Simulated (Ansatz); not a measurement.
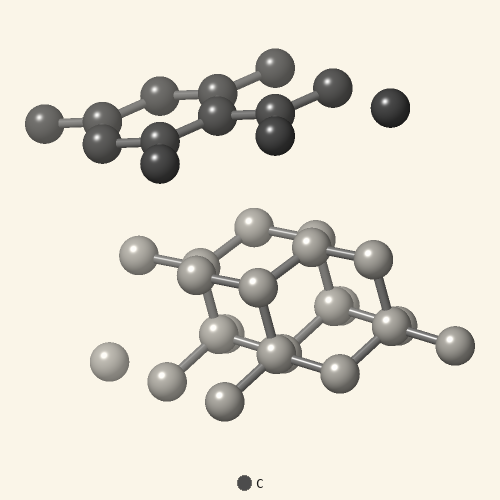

The system is Si on a C(111) slab cut from the Fd-3m phase, its upper half relaxed before the scan (24 atoms of substrate and one adsorbate in a 2 × 2 cell); the picture shows it without the atoms that are moved over the map. 
- Si is moved over the surface cell at a fixed height above a rigid substrate; the origin of the map has the adsorbate above C21; the height is held at 2.80 Å.
- Places are given modulo a cell vector. The map is drawn in real space over the plane of the surface.
- The scan uses a 6 × 6 grid; 10 points were computed and 26 follow by symmetry.
- Places are given in fractions of the 1 × 1 surface cell.
- All energies are given in meV relative to the lowest grid point.
- At a fixed height the lowest place need not be the adsorption site.
- Computed with Ansatz, DFT PBE+D3(BJ), scalar-relativistic, plane waves, PAW. Settings: cutoff 420 eV, k-mesh 6×6×1, gaussian smearing 0.05 eV, spin-polarised.

Range: position of Si25 along the first surface vector from 0.000 to 0.833; position of Si25 along the second surface vector from 0.000 to 0.833.

> What landscape does the calculation give?

The lowest grid point is at the top site over a surface C atom, (2/6, 4/6) of the cell vectors. There is a further well near the top site over a surface C atom, (0/6, 0/6) of the cell vectors (15 meV above the lowest at that grid point). The highest grid point, a sixfold hollow over a second-layer C atom, (4/6, 2/6) of the cell vectors, lies 115 meV above the lowest. On the interpolated surface the easiest way out of the lowest well to the well at the top site over a surface C atom, (0/6, 0/6) of the cell vectors passes a barrier of about 24 meV. At the lowest point the adsorbate has 1 C at 2.81 Å as nearest neighbours, at the highest 6 C at 3.16 Å.

```
second ↓, first →  0/6  1/6  2/6  3/6  4/6  5/6
              5/6   22   21    9    9   21   22
              4/6   36    9    0    9   36   46
              3/6   36    9    9   36   80   80
              2/6   36   21   36   80  115   80
              1/6   22   22   46   80   80   46
              0/6   15   22   36   36   36   22
```

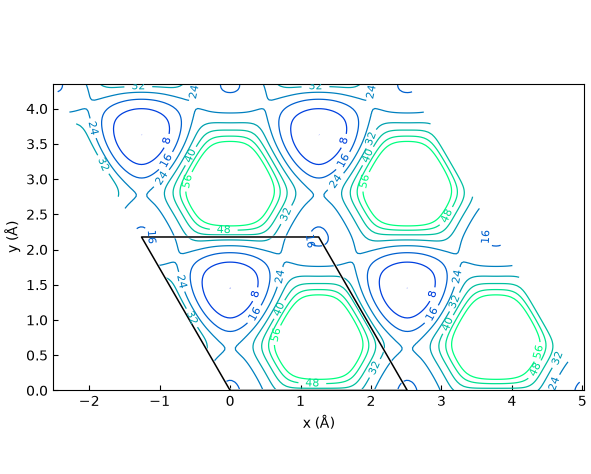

The picture shows contour lines labelled in meV (none above 56), the outline of one cell of the 2 × 2 shown. Between grid points the surface is interpolated.

Time for the 10 points that were run: 22 min on 2 threads of Arm Neoverse V2, on a shared host.

PAW datasets: the set soft_1.
